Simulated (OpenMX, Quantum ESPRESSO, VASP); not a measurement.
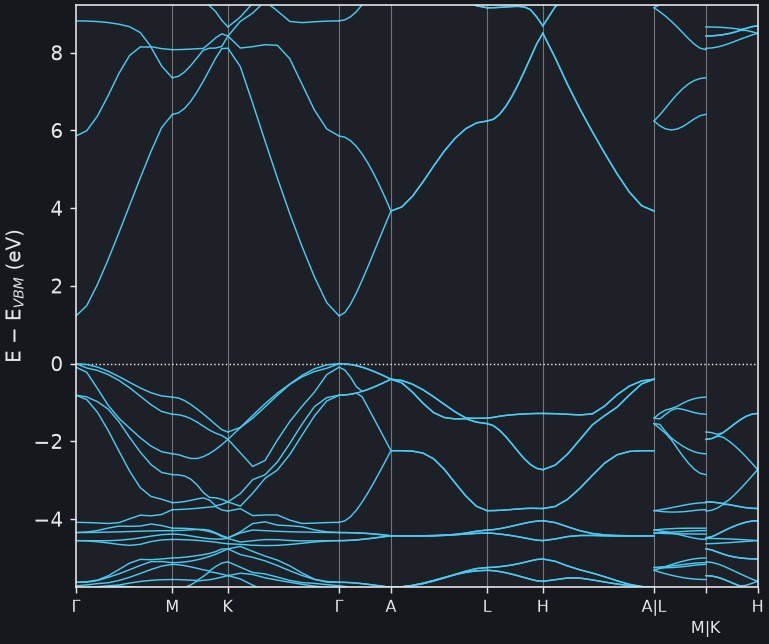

Band structure. Energies are counted from the top of the valence band.

Question: Which of these calculations gave it?
A. SnO, space group P4/nmm, 4 atoms in the cell (a = 3.966 Å, c = 4.887 Å (tetragonal axes)); PBE
B. wurtzite ZnO, space group P6_3mc (No. 186), 4 atoms in the cell (a = 3.240 Å, c = 5.218 Å (hexagonal axes)); r2SCAN
C. CdI2-type TaS2, space group P-3m1 (No. 164), 3 atoms in the cell (a = 3.350 Å, c = 5.860 Å (hexagonal axes)); PBEsol

Answer: B. The bands leave a gap. The gap along this path is 1.23 eV and direct: both edges lie at Γ. Two bands meet at the valence-band top at Γ: it is doubly degenerate (spin aside). The next level lies only 0.09 eV lower. The top valence band spans 1.8 eV and the lowest conduction band 7.3 eV. A hexagonal (primitive) lattice: the path Γ–M–K–Γ–A–L–H–A|L–M|K–H runs through the special points of its Brillouin zone.

Computed with VASP 6.6.1: r2SCAN, VASP PAW PBE potentials, release 64 (Zn, O), no spin polarisation, no spin-orbit coupling, 10×10×6 k mesh, 520 eV cutoff, Gaussian smearing of 0.02 eV.

The PAW data sets were made with another functional. LDA, GGA and most meta-GGA functionals understate gaps.
